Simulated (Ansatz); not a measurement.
**Run report: Ti$_{3}$H, single-point calculation (part 2 of 2)**

Continued. System: Ti$_{3}$H (slab, 8 atoms in the cell). Method: DFT PBE, scalar-relativistic, plane waves, PAW, PAW set soft_1, no spin polarisation (Ansatz 0.2.0); cutoff 420 eV, 6×6×1 k-mesh, Gaussian smearing of 0.1 eV. The structure derives from an entry of the Crystallography Open Database.

Geometry of the input (Å; fractional positions):
```
4.6037  0.0000  0.0000
-2.3019  3.9870  0.0000
0.0000  0.0000  22.4968
Ti 0.6667  0.3333  0.1778
Ti 0.3333  0.6667  0.2196
Ti 0.0000  0.0000  0.2613
Ti 0.6667  0.3333  0.2980
Ti 0.3333  0.6667  0.3305
Ti 0.0000  0.0000  0.3777
H  0.3376  1.0000  0.4404
H  0.6624  1.0000  0.4404
```

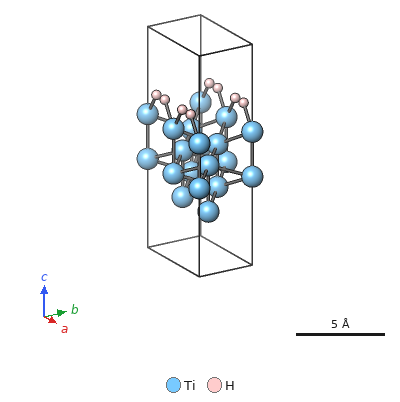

*The structure as given in the input (ball-and-stick view of the 2 × 1 repeat of the cell, with the vacuum cut short, seen slightly off an axis). An atom can appear more than once, as a periodic image.*

## The program's output, continued
```
SCF iter   1: F=—  HF=-15031.485784 eV  |F-HF|=—  |Δ(HF+E_count)|=         —  Δρ=6.09e-2  dr2=9.88e1  ethr=3.10e-3  p=0.000 e·Å  D=1.45e-7 V/Å  ΔV_dip=-0.00 eV  dr2_dipole=1.38e-2  V_vac-E_F(+/−)=8.04/8.04 eV  ⟨swp⟩=9.9  Hψ=2776  notcnv=0
efield: sawtooth ramp at fractional position 0.7891 (placed from the atoms, in the widest stretch of the axis that holds none; the zero of the levels goes with the place), width 0.0400; the density the first Hamiltonian is built on has a dipole p = 0.000 e·Å; the dipole correction subtracts the counter field D = 1.45e-7 V/Å, which shifts the + side's vacuum level by -0.00 eV against the − side's; the planar-averaged density in the ramp window peaks in size at 1.8e-6 e/Å³
preconditioner: auto → LDOS  [metal: Δε(μ)=0.005 eV  Ē_g=2.826 eV  σ=0.100 eV  W_gap=0.03  n_scr=68 (ndim 8)  ℏωp=9.3 eV  f_vac=0.600  D(μ)=12.16/eV (n_scr^D=94)  β→1.0]
SCF iter   2: F=—  HF=-15031.428687 eV  |F-HF|=—  |Δ(HF+E_count)|=   5.71e-2  Δρ=1.12e-1  dr2=2.70e2  ethr=3.10e-3  p=-0.281 e·Å  D=-1.23e-1 V/Å  ΔV_dip=2.77 eV  dr2_dipole=2.35e1  V_vac-E_F(+/−)=3.69/0.92 eV  ⟨swp⟩=9.9  Hψ=2987  notcnv=0  defer=34  recentre
SCF iter   3: F=—  HF=-15024.286906 eV  |F-HF|=—  |Δ(HF+E_count)|=    7.14e0  Δρ=3.50e-2  dr2=2.25e1  ethr=3.10e-3  p=-0.040 e·Å  D=-1.74e-2 V/Å  ΔV_dip=0.39 eV  dr2_dipole=3.08e0  V_vac-E_F(+/−)=6.03/5.63 eV  ⟨swp⟩=8.8  Hψ=2741  notcnv=0  defer=11
SCF iter   4: F=—  HF=-15023.360966 eV  |F-HF|=—  |Δ(HF+E_count)|=   9.26e-1  Δρ=2.15e-2  dr2=9.01e0  ethr=3.10e-3  p=-0.065 e·Å  D=-2.85e-2 V/Å  ΔV_dip=0.64 eV  dr2_dipole=2.68e0  V_vac-E_F(+/−)=5.39/4.75 eV  ⟨swp⟩=4.8  Hψ=1059  notcnv=0  defer=16
SCF iter   5: F=—  HF=-15023.177750 eV  |F-HF|=—  |Δ(HF+E_count)|=   1.83e-1  Δρ=1.53e-2  dr2=3.11e0  ethr=3.10e-3  p=-0.101 e·Å  D=-4.45e-2 V/Å  ΔV_dip=1.00 eV  dr2_dipole=6.78e-1  V_vac-E_F(+/−)=5.37/4.37 eV  ⟨swp⟩=2.4  Hψ=659  notcnv=0  defer=14
SCF iter   6: F=—  HF=-15023.060378 eV  |F-HF|=—  |Δ(HF+E_count)|=   1.17e-1  Δρ=6.27e-3  dr2=5.17e-1  ethr=3.10e-3  p=-0.173 e·Å  D=-7.56e-2 V/Å  ΔV_dip=1.70 eV  dr2_dipole=4.78e-2  V_vac-E_F(+/−)=5.27/3.57 eV  ⟨swp⟩=3.1  Hψ=771  notcnv=0  defer=15
SCF iter   7: F=—  HF=-15023.081050 eV  |F-HF|=—  |Δ(HF+E_count)|=   2.07e-2  Δρ=6.24e-3  dr2=8.68e-1  ethr=6.99e-4  p=-0.213 e·Å  D=-9.33e-2 V/Å  ΔV_dip=2.10 eV  dr2_dipole=1.76e-1  V_vac-E_F(+/−)=5.24/3.14 eV  ⟨swp⟩=4.9  Hψ=957  notcnv=0  defer=9
SCF iter   8: F=—  HF=-15023.064962 eV  |F-HF|=—  |Δ(HF+E_count)|=   1.61e-2  Δρ=2.47e-3  dr2=1.30e-1  ethr=6.99e-4  p=-0.209 e·Å  D=-9.16e-2 V/Å  ΔV_dip=2.06 eV  dr2_dipole=2.91e-2  V_vac-E_F(+/−)=5.25/3.19 eV  ⟨swp⟩=3.2  Hψ=749  notcnv=0  defer=7
SCF iter   9: F=—  HF=-15023.060218 eV  |F-HF|=—  |Δ(HF+E_count)|=   4.74e-3  Δρ=7.72e-4  dr2=6.28e-3  ethr=1.76e-4  p=-0.192 e·Å  D=-8.41e-2 V/Å  ΔV_dip=1.89 eV  dr2_dipole=4.63e-4  V_vac-E_F(+/−)=5.26/3.37 eV  ⟨swp⟩=2.2  Hψ=704  notcnv=0  defer=5
SCF iter  10: F=—  HF=-15023.060335 eV  |F-HF|=—  |Δ(HF+E_count)|=   1.16e-4  Δρ=2.75e-4  dr2=9.68e-4  ethr=8.49e-6  p=-0.188 e·Å  D=-8.26e-2 V/Å  ΔV_dip=1.86 eV  dr2_dipole=2.69e-4  V_vac-E_F(+/−)=5.24/3.39 eV  ⟨swp⟩=2.4  Hψ=769  notcnv=0  defer=4
SCF iter  11: F=—  HF=-15023.060456 eV  |F-HF|=—  |Δ(HF+E_count)|=   1.22e-4  Δρ=1.64e-4  dr2=3.34e-4  ethr=1.31e-6  p=-0.187 e·Å  D=-8.19e-2 V/Å  ΔV_dip=1.84 eV  dr2_dipole=8.29e-5  V_vac-E_F(+/−)=5.24/3.40 eV  ⟨swp⟩=2.0  Hψ=662  notcnv=0  defer=4
SCF iter  12: F=—  HF=-15023.060524 eV  |F-HF|=—  |Δ(HF+E_count)|=   6.75e-5  Δρ=6.43e-5  dr2=1.01e-5  ethr=4.51e-7  p=-0.186 e·Å  D=-8.14e-2 V/Å  ΔV_dip=1.83 eV  dr2_dipole=1.43e-9  V_vac-E_F(+/−)=5.24/3.41 eV  ⟨swp⟩=1.8  Hψ=643  notcnv=0  defer=4
SCF iter  13: F=—  HF=-15023.060653 eV  |F-HF|=—  |Δ(HF+E_count)|=   1.30e-4  Δρ=3.80e-5  dr2=3.55e-6  ethr=1.37e-8  p=-0.185 e·Å  D=-8.13e-2 V/Å  ΔV_dip=1.83 eV  dr2_dipole=5.74e-8  V_vac-E_F(+/−)=5.24/3.41 eV  ⟨swp⟩=2.6  Hψ=801  notcnv=0  defer=4
SCF iter  14: F=—  HF=-15023.060671 eV  |F-HF|=—  |Δ(HF+E_count)|=   1.75e-5  Δρ=2.01e-5  dr2=1.32e-6  ethr=4.79e-9  p=-0.185 e·Å  D=-8.12e-2 V/Å  ΔV_dip=1.83 eV  dr2_dipole=1.99e-8  V_vac-E_F(+/−)=5.24/3.41 eV  ⟨swp⟩=2.1  Hψ=921  notcnv=0  defer=4
SCF iter  15: F=—  HF=-15023.060675 eV  |F-HF|=—  |Δ(HF+E_count)|=   4.46e-6  Δρ=8.05e-6  dr2=2.27e-7  ethr=1.78e-9  p=-0.185 e·Å  D=-8.12e-2 V/Å  ΔV_dip=1.83 eV  dr2_dipole=4.43e-11  V_vac-E_F(+/−)=5.24/3.41 eV  ⟨swp⟩=2.5  Hψ=1026  notcnv=0  defer=4
SCF iter  16: F=-15023.060677 eV  HF=-15023.060676 eV  |F-HF|=5.09e-7  |Δ(HF+E_count)|=   1.12e-6  Δρ=3.24e-6  dr2=4.19e-8  ethr=1.35e-10  p=-0.185 e·Å  D=-8.12e-2 V/Å  ΔV_dip=1.83 eV  dr2_dipole=6.80e-13  V_vac-E_F(+/−)=5.24/3.41 eV  ⟨swp⟩=25.2  Hψ=5408  notcnv=0
SCF 1 converged in 16 iterations: F = -15023.060677 eV  dr2 = 4.19e-8
  greatest PAW one-centre occupation: 0.999 electrons in one spin orbital (limit 2), on the Ti atom at site 5 (counted from 0), in its partial waves of l = 0
WARN: The output density's exchange-correlation potential varies sharply where the density is thin. Do not read a vacuum level from v_tot or v_xc, or from such a field of the output density. On a cell that repeats whose density bears no net charge and no dipole along the vacuum's axis use v_es (v_loc + v_h of the components); under efield.dipole_correction with no amplitude use v_es + v_field, which holds any external_charges[].barrier, or the levels of the report's work_function block, which leave it out; under a non-zero efield.amplitude the vacuum is tilted and has no level; on a cell that repeats and bears such a dipole with no correction it is tilted too, and efield.dipole_correction with no amplitude gives each side of its ramp a level where efield: is served; in a cell that repeats whose density bears a net charge (total_charge, or a fill off its count) it is curved and has none; of a slab under crystal.periodic whose density bears no net charge use v_es, which has a level on each side, short of where the two are joined; of another it falls or rises all the way out and has none; of a slab beside external_charges read slab_vacuum_level instead, which it has where they leave it neutral. The grid or the basis barely resolves most such structure, and the values can differ between equally converged runs; as a rule a tighter scf.convergence.dr2_threshold does not remove it. Where the density itself ripples (under the LDA too) a higher basis.ecutwfc lessens it. The files hold the spikes' plane waves up to the density's cutoff. Files: v_tot_of_output_density and the like, and their columns of v_z.tsv (output.write_potential); v_xc_of_output_density and the like, and their columns of v_comp_z.tsv (output.write_potential_components). Measured: with its Gaussian average of σ = 0.25 Å subtracted twice, the exchange-correlation potential is over 0.1 eV at 49 of the grid points where the equally averaged density (valence and model cores) is under 1e-3 e/Å³, and 0.162 eV at the most among them, at an averaged density of 9.6e-4 e/Å³. The input density's (outcome.potential() and, of a run that writes arrays, v_tot and v_xc) is over 0.1 eV, so measured, at 5037 points of its own thin density, 0.623 eV at the most. See output.write_potential in the manual, Limitations
SCF converged after 16 iterations
Free energy (F): -15023.060677 eV
Harris-Foulkes:  -15023.060676 eV  (|F-HF|=5.09e-7)
Internal energy: -15022.967003 eV  (E = F + TS)
E sigma→0 (E₀):  -15023.013840 eV
Entropy (-TS):   -0.093674 eV (-11.709 meV/atom)
Fermi energy:    0.236024 eV
Dipole field:    D = -0.081175 V/Å  (p = -0.185241 e·Å, saw-weighted, corrected)
Work function:   Φ+ = 5.2389 eV   Φ− = 3.4127 eV
Levels:          The Fermi level and band energies are counted from a zero that moves with the ramp; work functions are not
--- Per-component energies (eV) ---
  E_band       = -1881.508364
  E_kinetic    = 1709.446582
  E_local      = -62424.404834  (includes V_loc(G=0)·N_el)
  E_nonlocal   = 368.428270
  E_hartree    = 30202.013656
  E_xc         = -707.992581
  E_vxc        = -886.586402  (∫ρ·V_xc dr)
  E_paw        = -6256.440971  (= ΣΔE_a)
  E_vpaw       = -1048.737704  (= ΣTr[D̂ρ^β])
  E_aug_tail   = -0.002020  (compensation charges beyond the density's cutoff)
  E_efield     = 0.007519  (sawtooth field / dipole correction)
  E_vefield    = -3.660123  (∫n·V_field dr)
  E_ewald      = 22085.977376
  E_smearing   = -0.093674  (= −TS)
  E_closure    = -0.000000  (closes the sum)
  Σ components = -15023.060677   (vs F -15023.060677, Δ=0.00e0)
--- Forces (eV/Å), atoms counted from 1 ---
  atom   1  Ti     0.00000000    -0.07134789     0.07902556
  atom   2  Ti     0.00000000     0.06400808     0.40940050
  atom   3  Ti     0.00000000    -0.01309522    -0.72784487
  atom   4  Ti     0.00000000     0.11591373    -0.58134307
  atom   5  Ti     0.00000000     0.30264141     1.10663683
  atom   6  Ti     0.00000000     0.22585027     1.44931838
  atom   7  H      0.17806170    -0.31198091    -0.86763894
  atom   8  H     -0.17806170    -0.31198091    -0.86763894
  max |Σ_I F_I| component: 8.46e-5 eV/Å
--- Band table (eV; the first three rows and the last of 13) ---
  k-point 0: bands = ["-56.8021", "-56.6554", "-56.2262", "-56.1182", "-56.0715", "-55.9799", "-33.1330", "-33.0941", "-33.0941", "-32.9945", "-32.9720", "-32.9168", "-32.7379", "-32.6295", "-32.6066", "-32.5276", "-32.5048", "-32.3838", "-32.3616", "-32.2555", "-32.2327", "-32.1324", "-32.1121", "-32.0694", "-5.2084", "-4.1707", "-2.3223", "-1.6192", "-1.5681", "-0.7899", "-0.6933", "-0.5488", "-0.2592", "-0.2546", "-0.1818", "0.0449", "0.0929", "0.1644", "0.2300", "0.3793", "0.3878", "0.7946", "1.0859", "1.0951", "1.7890"]
  k-point 1: bands = ["-56.8015", "-56.6547", "-56.2163", "-56.1204", "-56.0775", "-55.9831", "-33.1365", "-33.0988", "-33.0938", "-32.9992", "-32.9791", "-32.9200", "-32.7517", "-32.6643", "-32.6031", "-32.4817", "-32.4596", "-32.3899", "-32.3552", "-32.2533", "-32.2228", "-32.1472", "-32.1335", "-32.0698", "-4.9795", "-3.9976", "-2.2018", "-1.5195", "-1.4681", "-0.9722", "-0.7491", "-0.7300", "-0.4467", "-0.2421", "-0.1593", "0.1388", "0.1728", "0.2984", "0.3202", "0.4393", "0.5562", "0.8325", "1.0397", "1.3228", "1.7587"]
  k-point 2: bands = ["-56.8003", "-56.6533", "-56.1905", "-56.1284", "-56.0922", "-55.9893", "-33.1431", "-33.1084", "-33.0925", "-33.0079", "-32.9932", "-32.9246", "-32.7689", "-32.7011", "-32.5589", "-32.4326", "-32.4224", "-32.4140", "-32.2921", "-32.2691", "-32.2477", "-32.1842", "-32.1369", "-32.0637", "-4.4939", "-3.4504", "-1.9358", "-1.5997", "-1.4922", "-1.0776", "-0.8805", "-0.5900", "-0.5061", "-0.2199", "-0.1943", "0.1383", "0.2779", "0.3117", "0.3786", "0.6436", "0.7356", "0.9718", "1.0322", "1.2458", "1.5884"]
  k-point 12: bands = ["-56.7997", "-56.6527", "-56.1713", "-56.1339", "-56.1047", "-55.9922", "-33.1472", "-33.1121", "-33.0881", "-33.0219", "-32.9851", "-32.9286", "-32.7951", "-32.6554", "-32.5583", "-32.4712", "-32.4268", "-32.3910", "-32.3264", "-32.2528", "-32.2087", "-32.1936", "-32.1419", "-32.0583", "-3.9074", "-2.9649", "-2.0528", "-1.8859", "-1.7152", "-1.3285", "-0.8957", "-0.6109", "-0.4402", "-0.1933", "0.0043", "0.1091", "0.1725", "0.2973", "0.4499", "0.6284", "0.7259", "0.8704", "1.1146", "1.3517", "1.5296"]
```

## Key numbers

```csv
quantity,value
outcome,converged
electrons treated,74
free energy,−15023.0607 eV
"work function, top face",5.24 eV
"work function, bottom face",3.41 eV
Fermi energy,0.236 eV
gap on the k-point mesh,none (metallic)
work function (upper face),5.24 eV
largest force (length of the vector),1.467 eV/Å
hardware,"1 thread of Arm Neoverse V1, 24 GiB of memory available, shared host"
wall time,57 s
peak memory,0.55 GiB
```

## Notes

Warnings of the run: the exchange-correlation potential is rough where the density is thin.
